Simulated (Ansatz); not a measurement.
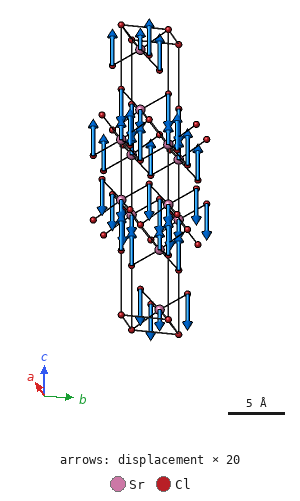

A relaxation of solid Sr2Cl3 (built on the tetradymite_166 type). The starting structure is drawn; blue arrows show the displacements (the part carried along by the change of the cell is left out), magnified 20 times.

A ball-and-stick model of the conventional cell (3 times the calculation's cell), seen from a free direction. Lengths and directions refer to the drawn axes.

Case: tetradymite type (R-3m, No. 166).

All numbers below come from DFT PBE, scalar-relativistic, plane waves, PAW in Ansatz. Set-up: plane-wave cutoff 420 eV; k-point mesh 12 × 12 × 12; occupations gaussian; smearing width 0.1 eV; no spin polarisation; cell and atoms relaxed; force threshold 0.01 eV/Å; at most 80 steps.

> Describe the change and its energy.

The largest moves relative to the cell, 0.18 Å, are those of Cl atoms. Largest moves by element: Cl 0.18 Å, Sr 0.11 Å. Cell: a = b 4.499 → 4.495 Å (−0.1 %), c 27.712 → 29.433 Å (+6.2 %). Volume +6.0 %. The space group stays R-3m (No. 166). Over 7 accepted moves (9 points after the start) the energy falls by 1.8 meV per atom. Largest force component: 0.019 eV/Å at the start, 0.0018 eV/Å at the end. Pressure: 0.13 GPa at the start and 0.01 GPa at the end. The line search rejected the trial step at point 3 of the run. At 1 point the geometry stayed and the basis and grid were re-selected for the new cell (energy shift of 0.1 meV per atom at most each time).

Limits of the set-up: an odd number of electrons was run without spin polarisation, which fails if the electron would localise.
